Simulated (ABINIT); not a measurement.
## Hubbard response calculation of AlNi (part 3 of 4)

AlNi (2 atoms in the cell); Kohn-Sham DFT of a periodic cell, LDA, DFT+U, JTH PAW LDA v2.0, spin-polarised (ABINIT 10.8.3); cutoff 1115.67 eV, 4×4×4 k-mesh, fermi-dirac of 0.1 eV, collinear spins. The structure derives from an entry of the Crystallography Open Database.

Geometry of the input (Å; fractional positions):
```
2.8810  0.0000  0.0000
0.0000  2.8810  0.0000
0.0000  0.0000  2.8810
Ni 0.5000  0.5000  0.5000
Al 0.0000  0.0000  0.0000
```

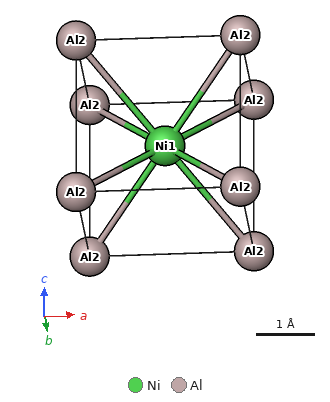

*The input geometry (ball-and-stick view of the cell of the calculation, seen at an oblique angle; atoms are numbered from 1 in the order of the input). An atom can appear more than once, as a periodic image.*

What the program printed, continued
```
 ---------- DFT+U DATA ---------------------------------------------------

 ====== For Atom     1, occupations for correlated orbitals. lpawu =   2

 Atom   1. Occ. for lpawu and for spin  1 =   3.88226
 Atom   1. Occ. for lpawu and for spin  2 =   3.88226
 => On atom   1,  local Mag. for lpawu is        0.000000

 == Occupation matrix for correlated orbitals:

 Occupation matrix for spin  1
     0.78055    0.00000   -0.00000    0.00000    0.00000
     0.00000    0.78055    0.00000   -0.00000   -0.00000
    -0.00000    0.00000    0.77031   -0.00000    0.00000
     0.00000   -0.00000   -0.00000    0.78055   -0.00000
     0.00000   -0.00000    0.00000   -0.00000    0.77031

 Occupation matrix for spin  2
     0.78055   -0.00000    0.00000   -0.00000   -0.00000
    -0.00000    0.78055    0.00000    0.00000   -0.00000
     0.00000    0.00000    0.77031   -0.00000    0.00000
    -0.00000    0.00000   -0.00000    0.78055   -0.00000
    -0.00000   -0.00000    0.00000   -0.00000    0.77031

 ---------- calculate U, (J) start ----------

 All pawujat  ok and equal to   1
 macro_uj=1 and nspden=2: standard determination of Hubbard U-parameter

*********************************************************************
************************  Linear Response U  ************************

 Info printed for perturbed atom:    1

  Perturbations           Occupations
 --------------- -----------------------------
    alpha [eV]     Unscreened      Screened
 --------------- -----------------------------
   0.0000000000   7.7573362519   7.7573362519
  -0.0500000000   7.7658095747   7.7645306106

                    Scalar response functions:
                    Chi0 [eV^-1]:     -0.37659
                    Chi [eV^-1]:      -0.14389

 The scalar U from the two-point regression scheme is   4.29450 eV.
*********************************************************************
*********************************************************************
Note: For more reliable linear regressions of the response
matrices, it is advised that you have more than two points.
See the LRUJ protocol for more information.

 URES      ii    nat       r_max    U(J)[eV]   U_ASA[eV]   U_inf[eV]
 URES       1      1     0.00000     1.07362     0.86340     0.83526
 URES       2      8     9.42980     3.76431     3.02723     2.92855
 URES       3     27     9.42980     4.13564     3.32586     3.21744
 URES       4     64    18.85960     4.22741     3.39965     3.28883
 URES       5    125    18.85960     4.26014     3.42598     3.31430
 URES       6    216    28.28940     4.27462     3.43762     3.32556

 ---------- calculate U, (J) end --------------

================================================================================

 ----iterations are completed or convergence reached----

 Mean square residual over all n,k,spin=   68.115E-11; max=  31.988E-08
 reduced coordinates (array xred) for    2 atoms
       0.500000000000      0.500000000000      0.500000000000
       0.000000000000      0.000000000000      0.000000000000
 rms dE/dt=  4.4943E-09; max dE/dt=  8.7616E-09; dE/dt below (all hartree)
    1       0.000000003199      0.000000001320      0.000000008762
    2      -0.000000005637     -0.000000000026     -0.000000000822

 cartesian coordinates (angstrom) at end:
    1      1.44050000000000     1.44050000000000     1.44050000000000
    2      0.00000000000000     0.00000000000000     0.00000000000000

 cartesian forces (hartree/bohr) at end:
    1     -0.00000000081149    -0.00000000012361    -0.00000000088013
    2      0.00000000081149     0.00000000012361     0.00000000088013
 frms,max,avg= 6.9484097E-10 8.8012752E-10   2.239E-10 -1.188E-10 -7.292E-10 h/b

 cartesian forces (eV/Angstrom) at end:
    1     -0.00000004172824    -0.00000000635626    -0.00000004525798
    2      0.00000004172824     0.00000000635626     0.00000004525798
 frms,max,avg= 3.5730159E-08 4.5257977E-08   1.151E-08 -6.108E-09 -3.750E-08 e/A
 length scales=  1.889726125908  1.889726125908  1.889726125908 bohr
              =  1.000000000000  1.000000000000  1.000000000000 angstroms
 Fermi (or HOMO) energy (hartree) =   0.40942   Average Vxc (hartree)=  -0.44014
 Magnetization (Bohr magneton)=  2.01743511E-08
 Total spin up =  1.05000000E+01   Total spin down =  1.05000000E+01
 Eigenvalues (hartree) for nkpt=  36  k points, SPIN UP:
 kpt#   1, nband= 15, wtk=  0.01563, kpt=  0.0000  0.0000  0.0000 (reduced coord)
  -3.31174   -1.87330   -1.87330   -1.87330    0.01053    0.29335    0.29335    0.35300
   0.35300    0.35300    0.61973    0.61973    0.61973    0.71797    0.71797
      occupation numbers for kpt#   1
   1.00000    1.00000    1.00000    1.00000    1.00000    1.00000    1.00000    1.00000
   1.00000    1.00000    0.00000    0.00000    0.00000    0.00000    0.00000
 prteigrs : prtvol=0 or 1, do not print more k-points.

 Eigenvalues (hartree) for nkpt=  36  k points, SPIN DOWN:
 kpt#   1, nband= 15, wtk=  0.01563, kpt=  0.0000  0.0000  0.0000 (reduced coord)
  -3.31174   -1.87330   -1.87330   -1.87330    0.01053    0.29335    0.29335    0.35300
   0.35300    0.35300    0.61973    0.61973    0.61973    0.71797    0.71797
      occupation numbers for kpt#   1
   1.00000    1.00000    1.00000    1.00000    1.00000    1.00000    1.00000    1.00000
   1.00000    1.00000    0.00000    0.00000    0.00000    0.00000    0.00000
 prteigrs : prtvol=0 or 1, do not print more k-points.

--- !EnergyTerms
iteration_state     : {dtset: 2, }
comment             : Components of total free energy in Hartree
kinetic             :  3.02306311803710E+01
hartree             :  5.75437693460630E+01
xc                  : -7.77440752167485E+00
Ewald energy        : -9.47255810573542E+01
psp_core            :  2.23610564295152E+00
local_psp           : -1.55206872634156E+02
PAW spherical_terms : -5.36168358238684E+00
internal            : -1.73058038626187E+02
'-kT*entropy'       : -8.54444611724022E-04
total_energy        : -1.73058893070798E+02
total_energy_eV     : -4.70917238265142E+03
...

--- !EnergyTermsDC
iteration_state     : {dtset: 2, }
comment             : '"Double-counting" decomposition of free energy'
band_energy         : -1.39977731467400E+01
Ewald energy        : -9.47255810573542E+01
psp_core            :  2.23610564295152E+00
xc_dc               : -5.54329569107596E+01
PAW spherical_terms : -1.11520836814716E+01
internal            : -1.73072289153374E+02
'-kT*entropy'       : -8.54444611724022E-04
total_energy_dc     : -1.73073143597986E+02
total_energy_dc_eV  : -4.70956015925092E+03
...

--- !EnergyTermsWithPAWCore
iteration_state     : {dtset: 2, }
comment             : 'Components of total free energy, including PAW core contributions'
Total energy        : -1.76020275639873E+03
Total energy DC     : -1.76021700692591E+03
Total energy (eV)   : -4.78975570756062E+04
Total energy DC (eV): -4.78979448522057E+04
...

 Cartesian components of stress tensor (hartree/bohr^3)
  sigma(1 1)=  3.25322612E-04  sigma(3 2)= -4.73168980E-10
  sigma(2 2)=  3.25323362E-04  sigma(3 1)=  4.16347062E-10
  sigma(3 3)=  3.25323169E-04  sigma(2 1)= -1.42895034E-11

-Cartesian components of stress tensor (GPa)         [Pressure= -9.5713E+00 GPa]
- sigma(1 1)=  9.57132170E+00  sigma(3 2)= -1.39211120E-05
- sigma(2 2)=  9.57134375E+00  sigma(3 1)=  1.22493535E-05
- sigma(3 3)=  9.57133809E+00  sigma(2 1)= -4.20411704E-07

================================================================================
== DATASET  3 ==================================================================

--- !DatasetInfo
iteration_state: {dtset: 3, }
dimensions: {natom: 2, nkpt: 36, mband: 15, nsppol: 2, nspinor: 1, nspden: 2, mpw: 2040, }
cutoff_energies: {ecut:  41.0, pawecutdg:  63.0, }
electrons: {nelect:   2.10000000E+01, charge:   0.00000000E+00, occopt:   3.00000000E+00, tsmear:   3.67493222E-03, }
meta: {optdriver: 0, ionmov: 0, optcell: 0, iscf: 17, paral_kgb: 0, }
...

 Exchange-correlation functional for the present dataset will be:
  LDA: Perdew-Wang 92 LSD fit to Ceperley-Alder data - ixc=7
  J.P.Perdew and Y.Wang, PRB 45, 13244 (1992)

 Real(R)+Recip(G) space primitive vectors, cartesian coordinates (Bohr,Bohr^-1):
 R(1)=  5.4443010  0.0000000  0.0000000  G(1)=  0.1836783  0.0000000  0.0000000
 R(2)=  0.0000000  5.4443010  0.0000000  G(2)=  0.0000000  0.1836783  0.0000000
 R(3)=  0.0000000  0.0000000  5.4443010  G(3)=  0.0000000  0.0000000  0.1836783
 Unit cell volume ucvol=  1.6137133E+02 bohr^3
 Angles (23,13,12)=  9.00000000E+01  9.00000000E+01  9.00000000E+01 degrees

 Coarse grid specifications (used for wave-functions):

 getcut: wavevector=  0.0000  0.0000  0.0000  ngfft=  32  32  32
         ecut(hartree)=     41.000   => boxcut(ratio)=   2.03916

 Fine grid specifications (used for densities):

 getcut: wavevector=  0.0000  0.0000  0.0000  ngfft=  40  40  40
         ecut(hartree)=     63.000   => boxcut(ratio)=   2.05628
--------------------------------------------------------------------------------

-inwffil : will read wavefunctions from disk file runi_DS3_WFK

 ******************************************
 DFT+U Method used: FLL
 ******************************************

================================================================================

--- !BeginCycle
iteration_state: {dtset: 3, }
solver: {iscf: 17, nstep: 120, nline: 4, wfoptalg: 10, }
tolerances: {tolvrs: 1.00E-09, }
...

     iter   Etot(hartree)      deltaE(h)  residm     nres2   difmagsph maxmagsph
 ETOT  1  -173.04464672820    -1.730E+02 1.261E-05 1.399E-02 4.402E-08 4.402E-08
 ETOT  2  -173.04466072236    -1.399E-05 7.885E-06 3.086E-02 6.486E-08 6.530E-08
 ETOT  3  -173.04463571176     2.501E-05 6.117E-06 1.099E-04 3.493E-06 3.442E-06
 ETOT  4  -173.04463593190    -2.201E-07 1.910E-06 1.458E-05 2.201E-06 1.241E-06
 ETOT  5  -173.04463590685     2.504E-08 4.187E-06 3.241E-07 6.478E-08 1.176E-06
 ETOT  6  -173.04463590633     5.199E-10 1.040E-06 3.259E-09 5.696E-07 6.063E-07
 ETOT  7  -173.04463590633     1.279E-12 1.614E-06 7.754E-10 1.979E-07 4.084E-07

 At SCF step    7       nres2   =  7.75E-10 < tolvrs=  1.00E-09 =>converged.

 Cartesian components of stress tensor (hartree/bohr^3)
  sigma(1 1)=  3.24644418E-04  sigma(3 2)=  2.72408670E-10
  sigma(2 2)=  3.24642478E-04  sigma(3 1)= -7.80462016E-11
  sigma(3 3)=  3.24644248E-04  sigma(2 1)= -3.00461538E-10

--- !ResultsGS
iteration_state: {dtset: 3, }
comment   : Summary of ground state results
lattice_vectors:
- [  5.4443010,   0.0000000,   0.0000000, ]
- [  0.0000000,   5.4443010,   0.0000000, ]
- [  0.0000000,   0.0000000,   5.4443010, ]
lattice_lengths: [   5.44430,    5.44430,    5.44430, ]
lattice_angles: [ 90.000,  90.000,  90.000, ] # degrees, (23, 13, 12)
lattice_volume:   1.6137133E+02
convergence: {deltae:  1.279E-12, res2:  7.754E-10, residm:  1.614E-06, diffor: null, }
etotal    :  -1.73044636E+02
entropy   :   0.00000000E+00
fermie    :   4.09777950E-01
cartesian_stress_tensor: # hartree/bohr^3
- [  3.24644418E-04,  -3.00461538E-10,  -7.80462016E-11, ]
- [ -3.00461538E-10,   3.24642478E-04,   2.72408670E-10, ]
- [ -7.80462016E-11,   2.72408670E-10,   3.24644248E-04, ]
pressure_GPa:  -9.5513E+00
xred      :
- [  5.0000E-01,   5.0000E-01,   5.0000E-01, Ni]
- [  0.0000E+00,   0.0000E+00,   0.0000E+00, Al]
cartesian_forces: # hartree/bohr
- [  3.64330635E-09,  -5.18633197E-10,  -1.80505526E-09, ]
- [ -3.64330635E-09,   5.18633197E-10,   1.80505526E-09, ]
force_length_stats: {min:   4.09888839E-09, max:   4.09888839E-09, mean:   4.09888839E-09, }
...

 Integrated electronic and magnetization densities in atomic spheres:
 ------------------------------------------------------------------------------------------------------------
 Radius=ratsph(iatom), smearing ratsm=  0.0000. Diff(up-dn)=approximate z local magnetic moment.
    Atom    Radius    up_density   dn_density  Total(up+dn)  Diff(up-dn)
    1 Ni   1.81432     7.995003     7.995003     15.990006    -0.000000
    2 Al   1.90363     0.399838     0.399838      0.799676     0.000000
 ------------------------------------------------------------------------------------------------------------
  Sum:                 8.394841     8.394841     16.789682    -0.000000
 Total magnetization (from the atomic spheres):               -0.000000
 Total magnetization (exact up - dn):                         -0.000000

 ---------- DFT+U DATA ---------------------------------------------------

 ====== For Atom     1, occupations for correlated orbitals. lpawu =   2

 Atom   1. Occ. for lpawu and for spin  1 =   3.87508
 Atom   1. Occ. for lpawu and for spin  2 =   3.87508
 => On atom   1,  local Mag. for lpawu is        0.000000

 == Occupation matrix for correlated orbitals:

 Occupation matrix for spin  1
     0.77938   -0.00000   -0.00000    0.00000   -0.00000
    -0.00000    0.77938   -0.00000    0.00000    0.00000
    -0.00000   -0.00000    0.76848    0.00000   -0.00000
     0.00000    0.00000    0.00000    0.77938    0.00000
    -0.00000    0.00000   -0.00000    0.00000    0.76848

 Occupation matrix for spin  2
     0.77938    0.00000   -0.00000   -0.00000    0.00000
     0.00000    0.77938   -0.00000   -0.00000    0.00000
    -0.00000   -0.00000    0.76848    0.00000    0.00000
    -0.00000   -0.00000    0.00000    0.77938    0.00000
     0.00000    0.00000    0.00000    0.00000    0.76848

 ---------- calculate U, (J) start ----------

 All pawujat  ok and equal to   1
 macro_uj=1 and nspden=2: standard determination of Hubbard U-parameter

*********************************************************************
************************  Linear Response U  ************************

 Info printed for perturbed atom:    1

  Perturbations           Occupations
 --------------- -----------------------------
    alpha [eV]     Unscreened      Screened
 --------------- -----------------------------
   0.0000000000   7.7573362519   7.7573362519
   0.0500000000   7.7487812785   7.7501500968

                    Scalar response functions:
                    Chi0 [eV^-1]:     -0.38022
                    Chi [eV^-1]:      -0.14372

 The scalar U from the two-point regression scheme is   4.32777 eV.
*********************************************************************
*********************************************************************
Note: For more reliable linear regressions of the response
matrices, it is advised that you have more than two points.
See the LRUJ protocol for more information.

 URES      ii    nat       r_max    U(J)[eV]   U_ASA[eV]   U_inf[eV]
 URES       1      1     0.00000     1.08194     0.87009     0.84173
 URES       2      8     9.42980     3.79348     3.05069     2.95125
 URES       3     27     9.42980     4.16769     3.35163     3.24237
 URES       4     64    18.85960     4.26017     3.42600     3.31432
 URES       5    125    18.85960     4.29315     3.45252     3.33998
 URES       6    216    28.28940     4.30774     3.46425     3.35133

 ---------- calculate U, (J) end --------------

================================================================================

 ----iterations are completed or convergence reached----
```
